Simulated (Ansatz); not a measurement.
Geometry relaxation of Zn₁₇GaO₁₈ (charge +1) (part 1 of 2)

Zn₁₇GaO₁₈ (defect cell, 36 atoms in the cell, total charge +1), computed with DFT PBE, scalar-relativistic, plane waves, PAW, no spin polarisation (Ansatz 0.2.0).

The structure derives from a Materials Project entry. It belongs to a series of runs on one base structure; here: Ga_Zn, charge +1, atoms relaxed at the host's cell. Figures and captions count atoms from 1; the log counts them from 0 in places.

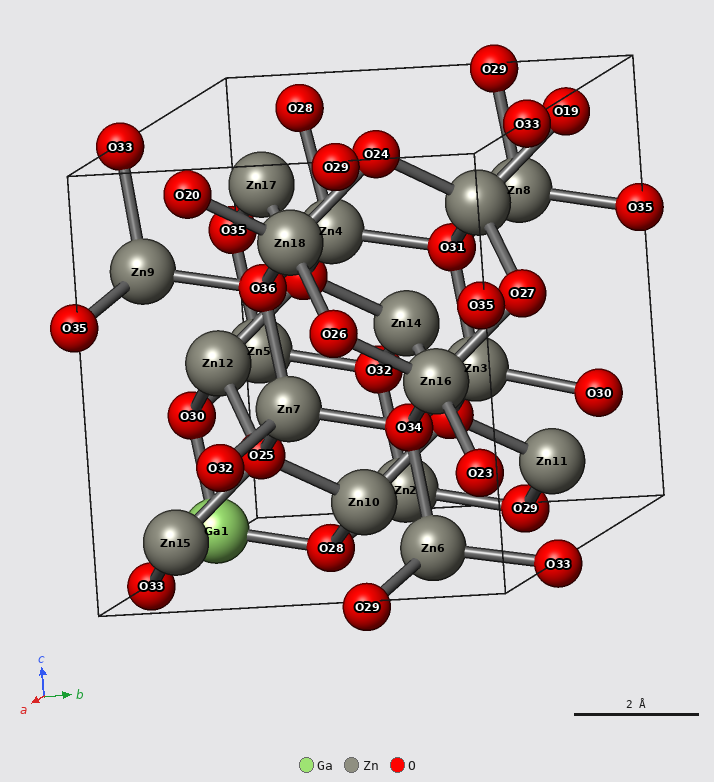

Figure 1. The starting structure (ball-and-stick view of the cell of the calculation, seen slightly off an axis; atoms are numbered from 1 in the order of the input). Near neighbours in the crystal (not all of them lie inside the picture): Ga has 4 O at 1.90 Å; Zn has 4 O at 1.99 to 2.06 Å; O has 1 Ga at 1.90 Å and 3 Zn at 2.05 to 2.06 Å; O has 4 Zn at 1.99 to 2.01 Å.

Key numbers

| quantity | value |
| --- | --- |
| outcome | converged |
| electrons treated | 324 |
| free energy | −70436.1987 eV |
| Fermi energy | 7.598 eV |
| gap on the k-point mesh | 1.95 eV |
| final volume | 443.69 Å³ |
| largest force (length of the vector) at the end | 0.004 eV/Å |
| hardware | 8 threads of Arm Neoverse V1, 24 GiB of memory available, shared host |
| wall time | 22 s (CPU time 2.7 min) |
| peak memory | 1.3 GiB |

Input file
```yaml
crystal:
  lattice:
    - [-1.0e-10, -5.680065669, -5.2931776513]
    - [-4.9190811645, 2.8400328345, -5.2931776513]
    - [4.9190811645, 2.8400328344, -5.2931776513]
  atoms:
    - { symbol: Ga, position: [0.3889086148, 0.0555752815, 0.0555752815] }
    - { symbol: Zn, position: [0.0523303565, 0.3894983391, 0.0560312199] }
    - { symbol: Zn, position: [0.3893645532, 0.7189970231, 0.3894983391] }
    - { symbol: Zn, position: [0.3893645532, 0.3894983391, 0.7189970231] }
    - { symbol: Zn, position: [0.0523303565, 0.0560312199, 0.3894983391] }
    - { symbol: Zn, position: [0.7228316724, 0.7189970231, 0.0560312199] }
    - { symbol: Zn, position: [0.7223181404, 0.388984807, 0.388984807] }
    - { symbol: Zn, position: [0.054020532, 0.7206871986, 0.7206871986] }
    - { symbol: Zn, position: [0.7228316724, 0.0560312199, 0.7189970231] }
    - { symbol: Zn, position: [0.4458079082, 0.4452772158, 0.1124745748] }
    - { symbol: Zn, position: [0.1098306439, 0.7764973106, 0.1131792637] }
    - { symbol: Zn, position: [0.4458079082, 0.1124745748, 0.4452772158] }
    - { symbol: Zn, position: [0.4465125971, 0.7764973106, 0.7764973106] }
    - { symbol: Zn, position: [0.1101383491, 0.4440809236, 0.4440809236] }
    - { symbol: Zn, position: [0.7786105492, 0.1124745748, 0.1124745748] }
    - { symbol: Zn, position: [0.7774142569, 0.7768050158, 0.4440809236] }
    - { symbol: Zn, position: [0.1098306439, 0.1131792637, 0.7764973106] }
    - { symbol: Zn, position: [0.7774142569, 0.4440809236, 0.7768050158] }
    - { symbol: O, position: [0.2689805354, 0.9356472021, 0.9356472021] }
    - { symbol: O, position: [0.9286312766, 0.2619033732, 0.9292051227] }
    - { symbol: O, position: [0.262538456, 0.5952979432, 0.2619033732] }
    - { symbol: O, position: [0.262538456, 0.2619033732, 0.5952979432] }
    - { symbol: O, position: [0.9286312766, 0.9292051227, 0.2619033732] }
    - { symbol: O, position: [0.5952367065, 0.5952979432, 0.9292051227] }
    - { symbol: O, position: [0.5955065603, 0.2621732269, 0.2621732269] }
    - { symbol: O, position: [0.9285288507, 0.5951955174, 0.5951955174] }
    - { symbol: O, position: [0.5952367065, 0.9292051227, 0.5952979432] }
    - { symbol: O, position: [0.3212217215, 0.3052695921, 0.9878883882] }
    - { symbol: O, position: [0.9857289255, 0.6523955922, 0.9844217708] }
    - { symbol: O, position: [0.3212217215, 0.9878883882, 0.3052695921] }
    - { symbol: O, position: [0.3177551042, 0.6523955922, 0.6523955922] }
    - { symbol: O, position: [0.9848373593, 0.3174401306, 0.3174401306] }
    - { symbol: O, position: [0.6386029254, 0.9878883882, 0.9878883882] }
    - { symbol: O, position: [0.6507734639, 0.6515040259, 0.3174401306] }
    - { symbol: O, position: [0.9857289255, 0.9844217708, 0.6523955922] }
    - { symbol: O, position: [0.6507734639, 0.3174401306, 0.6515040259] }
  host:
    lattice:
      - [3.279387443, 0.0, 0.0]
      - [-1.6396937215, 2.8400328345, 0.0]
      - [0.0, 0.0, 5.2931776513]
    atoms:
      - { symbol: Zn, position: [0.6666666667, 0.3333333333, 0.5006021986] }
      - { symbol: Zn, position: [0.3333333333, 0.6666666667, 0.0006021986] }
      - { symbol: O, position: [0.6666666667, 0.3333333333, 0.8797078014] }
      - { symbol: O, position: [0.3333333333, 0.6666666667, 0.3797078014] }
total_charge: 1
basis:
  ecutwfc: 420
  xc_grid: 2
kpoints:
  mp_grid: { grid: [2, 2, 2], shift: [0.5, 0.5, 0.5] }
hamiltonian:
  xc: pbe
scf:
  occupations: { method: gaussian, width: 0.02 }
output:
  forces: true
  stress: false
  eigenvalues: true
  charged_corrections:
    defect_position: [0.38868816, 0.05535482, 0.05535482]
    epsilon: [[10.5641, 0.0, 0.0], [0.0, 10.5641, 0.0], [0.0, 0.0, 11.6128]]
  write_density: true
  write_potential: true
  elf: true
  volumetric_format: npy
relax:
  adjacent_minimum: "off"
  f_tol: 0.03
  max_steps: 40
```

Launch command:
```bash
ansatz run input.yaml --threads 8 --pin off --max-ram 16384MiB --backend cpu --events-out ev --progress --plain --runs-dir out
```

What the program printed
```
Engine: ansatz 0.2.0, aarch64-unknown-linux-gnu
Pseudopotentials: kind: paw
Pseudopotential: Ga, paw, valence charge 13, recommended cutoff 420 eV (normal), Ga.paw.azcp
Pseudopotential: Zn, paw, valence charge 12, recommended cutoff 420 eV (normal), Zn.paw.azcp
Pseudopotential: O, paw, valence charge 6, recommended cutoff 420 eV (normal), O.paw.azcp
Functional definition: PBE
  parameter kappa = 0.804
  parameter beta = 0.06672455060314922
  exchange = pbe_x(kappa = kappa, mu = beta*pi^2/3)
  correlation = pbe_c(beta = beta)
Crystal: 36 atoms, lattice volume = 443.685 Å³
Basis set: ecut = 420 eV, 8645 PW (Γ), exchange–correlation on 108×108×108 points (8 copies of the dense FFT grid, shifted against one another)
Bands: 198, of which v1, the nominal top of the filled ones, is band 162 counted from 1 (161 counted from 0)
Symmetry: 6 space group operations
Space group: R3m (ITA 160), of the structure as read, at distance tolerance 7.6e-5 Å
k-points: 2 of 8 (time reversal used)
Non-local potential: Ga, projectors of the file, l = 0: 2, l = 1: 2, l = 2: 3, l = 3: 1
Non-local potential: Zn, projectors of the file, l = 0: 2, l = 1: 2, l = 2: 3, l = 3: 1
Non-local potential: O, projectors of the file, l = 0: 2, l = 1: 2, l = 2: 1
PAW form: soft (Blöchl's): semilocal exchange-correlation on the pseudo side does not see the compensation charge
PAW one-centre angular grid: Ga, 590 points (default); XC on 64 Gauss nodes
PAW one-centre angular grid: Zn, 590 points (default); XC on 64 Gauss nodes
PAW one-centre angular grid: O, 110 points (default); XC on 64 Gauss nodes
Initial density: superposition of atomic densities (neutral atoms scaled as one to the charged cell's electrons: chi_scale 0, normalization atom), corrected by the library's trained network
Initial wavefunctions: pseudopotential atomic-orbital guess
Functional: x = pbe(κ = 0.804, μ = 0.2195149727645171), c = pbe(β = 0.06672455060314922)
SCF iter   1: F=—  HF=-70436.427582 eV  |F-HF|=—  |Δ(HF+E_count)|=         —  Δρ=1.57e-2  dr2=6.24e-1  ethr=1.77e-3  ⟨swp⟩=5.5  Hψ=1369  notcnv=0  defer=7
preconditioner: auto → Resta (q_TF=auto, 2.589 Å⁻¹)  ε∞=7.1  [insulator: Δε(μ)=2.066 eV  Ē_g=12.834 eV  σ=0.020 eV  W_gap=1.00  n_scr=130 (ndim 8)  ℏωp=31.7 eV  f_vac=0.037  D(μ)=0.00/eV (n_scr^D=0)  ε∞_Penn≈7.1]
SCF iter   2: F=—  HF=-70436.233079 eV  |F-HF|=—  |Δ(HF+E_count)|=   1.95e-1  Δρ=2.37e-3  dr2=2.99e-2  ethr=1.93e-4  ⟨swp⟩=2.0  Hψ=757  notcnv=0  defer=59
SCF iter   3: F=—  HF=-70436.199529 eV  |F-HF|=—  |Δ(HF+E_count)|=   3.35e-2  Δρ=2.54e-3  dr2=2.82e-2  ethr=9.23e-6  ⟨swp⟩=2.0  Hψ=638  notcnv=0  defer=59
SCF iter   4: F=—  HF=-70436.193328 eV  |F-HF|=—  |Δ(HF+E_count)|=   6.20e-3  Δρ=8.87e-4  dr2=2.36e-3  ethr=8.70e-6  ⟨swp⟩=2.0  Hψ=633  notcnv=0  defer=59
SCF iter   5: F=—  HF=-70436.196127 eV  |F-HF|=—  |Δ(HF+E_count)|=   2.80e-3  Δρ=5.46e-4  dr2=7.17e-4  ethr=7.28e-7  ⟨swp⟩=2.0  Hψ=642  notcnv=0  defer=59
SCF iter   6: F=—  HF=-70436.196647 eV  |F-HF|=—  |Δ(HF+E_count)|=   5.20e-4  Δρ=1.15e-4  dr2=5.84e-5  ethr=2.21e-7  ⟨swp⟩=2.0  Hψ=625  notcnv=0  defer=59
SCF iter   7: F=—  HF=-70436.196691 eV  |F-HF|=—  |Δ(HF+E_count)|=   4.35e-5  Δρ=1.09e-4  dr2=4.53e-5  ethr=6.94e-9  ⟨swp⟩=17.0  Hψ=4332  notcnv=0
SCF iter   8: F=-70436.196690 eV  HF=-70436.196690 eV  |F-HF|=1.69e-7  |Δ(HF+E_count)|=   1.16e-6  Δρ=1.69e-5  dr2=9.00e-7  ethr=6.94e-9  ⟨swp⟩=10.5  Hψ=3302  notcnv=0
SCF 1 converged in 8 iterations: F = -70436.196690 eV  dr2 = 9.00e-7
  greatest PAW one-centre occupation: 0.996 electrons in one spin orbital (limit 2), on the Ga atom at site 0 (counted from 0), in its partial waves of l = 2
relax step   1: F+E_penalty+E_count = -70436.19668972 eV  Δ(F+E_penalty+E_count) = +0.000e0 eV  max|allowed force component| = 7.590e-2 eV/Å  Δτ_max = 0.0000 Å  (8 SCF iters, dr2 threshold 2.25e-5 eV, accepted)
Initial density: handed on by an earlier stage of this run
Initial wavefunctions: those handed on with the density
iter 1 solved again at ethr=5.76e-8 eV; its pass at ethr=3.10e-3 eV (dr2=1.87e-4 eV) is discarded
SCF iter   1: F=—  HF=-70436.197517 eV  |F-HF|=—  |Δ(HF+E_count)|=         —  Δρ=2.85e-4  dr2=1.93e-4  ethr=5.76e-8  ⟨swp⟩=2.0  Hψ=953  notcnv=0  defer=59
preconditioner: auto → Resta (q_TF=auto, 2.589 Å⁻¹)  ε∞=7.3  [insulator: Δε(μ)=1.950 eV  Ē_g=12.614 eV  σ=0.020 eV  W_gap=1.00  n_scr=130 (ndim 8)  ℏωp=31.7 eV  f_vac=0.044  D(μ)=0.00/eV (n_scr^D=0)  ε∞_Penn≈7.3]
SCF iter   2: F=—  HF=-70436.197436 eV  |F-HF|=—  |Δ(HF+E_count)|=   8.12e-5  Δρ=1.39e-4  dr2=4.59e-5  ethr=5.76e-8  ⟨swp⟩=2.0  Hψ=576  notcnv=0  defer=59
SCF iter   3: F=—  HF=-70436.198021 eV  |F-HF|=—  |Δ(HF+E_count)|=   5.84e-4  Δρ=3.78e-5  dr2=7.57e-6  ethr=1.42e-8  ⟨swp⟩=2.0  Hψ=661  notcnv=0  defer=59
SCF iter   4: F=—  HF=-70436.198020 eV  |F-HF|=—  |Δ(HF+E_count)|=   9.96e-7  Δρ=1.07e-5  dr2=1.11e-6  ethr=2.34e-9  ⟨swp⟩=2.0  Hψ=661  notcnv=0  defer=59
SCF iter   5: F=—  HF=-70436.198020 eV  |F-HF|=—  |Δ(HF+E_count)|=   2.27e-8  Δρ=6.80e-6  dr2=2.53e-7  ethr=3.43e-10  ⟨swp⟩=2.0  Hψ=661  notcnv=0  defer=59
SCF iter   6: F=-70436.198019 eV  HF=-70436.198020 eV  |F-HF|=2.19e-8  |Δ(HF+E_count)|=   5.73e-8  Δρ=2.67e-6  dr2=4.43e-8  ethr=3.09e-11  ⟨swp⟩=13.0  Hψ=3030  notcnv=0
SCF 2 converged in 6 iterations: F = -70436.198019 eV  dr2 = 4.43e-8
relax step   2: F+E_penalty+E_count = -70436.19801949 eV  Δ(F+E_penalty+E_count) = -1.330e-3 eV  max|allowed force component| = 4.457e-2 eV/Å  Δτ_max = 0.0023 Å  (6 SCF iters, accepted)
SCF iter   1: F=—  HF=-70436.198206 eV  |F-HF|=—  |Δ(HF+E_count)|=         —  Δρ=3.52e-4  dr2=3.08e-4  ethr=8.98e-7  ⟨swp⟩=2.0  Hψ=809  notcnv=0  defer=59
preconditioner: auto → Resta (q_TF=auto, 2.589 Å⁻¹)  ε∞=7.3  [insulator: Δε(μ)=1.954 eV  Ē_g=12.615 eV  σ=0.020 eV  W_gap=1.00  n_scr=130 (ndim 8)  ℏωp=31.7 eV  f_vac=0.044  D(μ)=0.00/eV (n_scr^D=0)  ε∞_Penn≈7.3]
SCF iter   2: F=—  HF=-70436.198098 eV  |F-HF|=—  |Δ(HF+E_count)|=   1.08e-4  Δρ=1.71e-4  dr2=7.32e-5  ethr=9.52e-8  ⟨swp⟩=2.0  Hψ=750  notcnv=0  defer=59
SCF iter   3: F=—  HF=-70436.198654 eV  |F-HF|=—  |Δ(HF+E_count)|=   5.56e-4  Δρ=4.92e-5  dr2=1.36e-5  ethr=2.26e-8  ⟨swp⟩=2.0  Hψ=652  notcnv=0  defer=59
SCF iter   4: F=—  HF=-70436.198652 eV  |F-HF|=—  |Δ(HF+E_count)|=   1.93e-6  Δρ=1.41e-5  dr2=2.11e-6  ethr=4.20e-9  ⟨swp⟩=2.0  Hψ=661  notcnv=0  defer=59
SCF iter   5: F=—  HF=-70436.198652 eV  |F-HF|=—  |Δ(HF+E_count)|=   1.14e-7  Δρ=9.22e-6  dr2=4.37e-7  ethr=6.52e-10  ⟨swp⟩=2.0  Hψ=661  notcnv=0  defer=59
SCF iter   6: F=-70436.198652 eV  HF=-70436.198652 eV  |F-HF|=4.84e-8  |Δ(HF+E_count)|=   1.43e-7  Δρ=3.45e-6  dr2=8.32e-8  ethr=3.09e-11  ⟨swp⟩=14.0  Hψ=3108  notcnv=0
SCF 3 converged in 6 iterations: F = -70436.198652 eV  dr2 = 8.32e-8
relax step   3: F+E_penalty+E_count = -70436.19865157 eV  Δ(F+E_penalty+E_count) = -6.321e-4 eV  max|allowed force component| = 4.061e-3 eV/Å  Δτ_max = 0.0024 Å  (6 SCF iters, accepted)
```

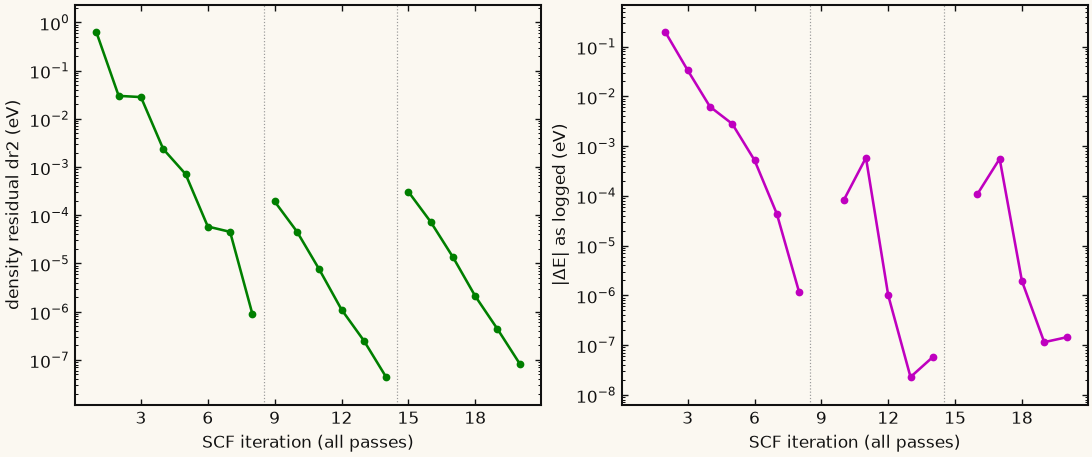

Figure 2. Convergence of the self-consistent field: density residual dr2 and size of the energy change against the SCF iteration. The dotted lines part the SCF passes of the relaxation: geometry steps, rejected trials and re-solves on a re-selected basis. The passes take 8, 6 and 6 iterations.

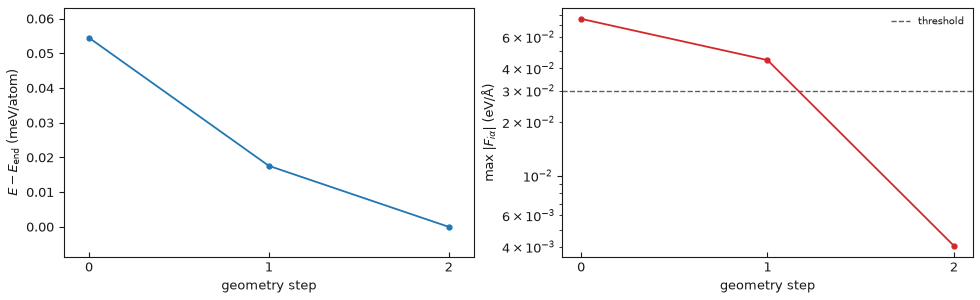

Figure 3. Progress of the relaxation, step by step (the first geometry is step 0 here and step 1 in the log). The atoms keep their places (all moves are under 0.005 Å). The cell doesn't change. Distances before and after: Zn10–O28 2.062 → 2.067 Å. The energy falls by 0.1 meV per atom in 2 geometry steps. Largest force component: 0.076 eV/Å at the start, 0.0041 eV/Å at the end. (Atoms are counted from 1 in the order of the input.)

```
SCF converged after 6 iterations
Free energy (F): -70436.198652 eV
Harris-Foulkes:  -70436.198652 eV  (|F-HF|=4.84e-8)
Internal energy: -70436.198652 eV  (E = F + TS)
E sigma→0 (E₀):  -70436.198652 eV
Fermi energy:    7.598021 eV
--- Per-component energies (eV) ---
  E_band       = 385.941007
  E_kinetic    = 5461.921952
  E_local      = -36659.401325  (includes V_loc(G=0)·N_el)
  E_nonlocal   = 11825.232632
  E_hartree    = 15145.261198
  E_xc         = -3695.175601
  E_vxc        = -2593.319419  (∫ρ·V_xc dr)
  E_paw        = -35989.397146  (= ΣΔE_a)
  E_vpaw       = -7939.033078  (= ΣTr[D̂ρ^β])
  E_aug_tail   = 0.037514  (compensation charges beyond the density's cutoff)
  E_ewald      = -26524.677877
  E_smearing   = -0.000000  (= −TS)
  E_closure    = 0.000000  (closes the sum)
  E_deformation_potential = 13.725605  (in the stress; not in F)
  Σ components = -70436.198652   (vs F -70436.198652, Δ=0.00e0)
--- Forces (eV/Å), atoms counted from 1 ---
  atom   1  Ga    -0.00000000    -0.00000000    -0.00343371
  atom   2  Zn    -0.00177904    -0.00053618    -0.00184880
  atom   3  Zn     0.00042518     0.00180879    -0.00184880
  atom   4  Zn    -0.00042518     0.00180879    -0.00184880
  atom   5  Zn     0.00177904    -0.00053618    -0.00184880
  atom   6  Zn    -0.00135387    -0.00127261    -0.00184880
  atom   7  Zn    -0.00000000    -0.00000000    -0.00313704
  atom   8  Zn    -0.00000000    -0.00000000    -0.00399571
  atom   9  Zn     0.00135387    -0.00127261    -0.00184880
  atom  10  Zn     0.00070455    -0.00040677    -0.00210783
  atom  11  Zn     0.00092339     0.00053312    -0.00276020
  atom  12  Zn    -0.00070455    -0.00040677    -0.00210783
  atom  13  Zn    -0.00000000    -0.00106624    -0.00276020
  atom  14  Zn     0.00000000     0.00070563    -0.00045964
  atom  15  Zn     0.00000000     0.00081354    -0.00210783
  atom  16  Zn     0.00061110    -0.00035282    -0.00045964
  atom  17  Zn    -0.00092339     0.00053312    -0.00276020
  atom  18  Zn    -0.00061110    -0.00035282    -0.00045964
  atom  19  O      0.00000000     0.00000000     0.00405780
  atom  20  O      0.00050749    -0.00012043     0.00193486
  atom  21  O     -0.00035804    -0.00037929     0.00193486
  atom  22  O      0.00035804    -0.00037929     0.00193486
  atom  23  O     -0.00050749    -0.00012043     0.00193486
  atom  24  O      0.00014946     0.00049971     0.00193486
  atom  25  O      0.00000000     0.00000000     0.00215415
  atom  26  O      0.00000000     0.00000000     0.00111057
  atom  27  O     -0.00014946     0.00049971     0.00193486
  atom  28  O      0.00017571    -0.00010144     0.00217262
  atom  29  O      0.00033956     0.00019605     0.00300718
  atom  30  O     -0.00017571    -0.00010144     0.00217262
  atom  31  O      0.00000000    -0.00039209     0.00300718
  atom  32  O      0.00000000     0.00080889     0.00101965
  atom  33  O      0.00000000     0.00020289     0.00217262
  atom  34  O      0.00070052    -0.00040444     0.00101965
  atom  35  O     -0.00033956     0.00019605     0.00300718
  atom  36  O     -0.00070052    -0.00040444     0.00101965
  max |Σ_I F_I| component: 1.12e-4 eV/Å
--- Charged-cell corrections in eV (Makov–Payne, q = +1.000 e, ε = [10.564, 10.564, 11.613]) ---
  F (periodic)     = -70436.198652  (uncorrected; the corrections below are reported, never added to it)
  E_corr1          = +0.246594  (monopole, q²α_M/2ε̄L, of the cell on which ε is isotropic)
  F Makov-Payne    = -70435.952057  (F + E_corr1; no measured alignment; for a localised charge, not one spread in a band: unchecked)
  no potential alignment in this run, which stands beside a crystal: run the host's input off ansatz write-host-input, and read the two finished runs by ansatz place-levels (neither reads a slab, a wire or a sheet, whose cell leaves a vacuum)
--- Band table (eV) ---
```
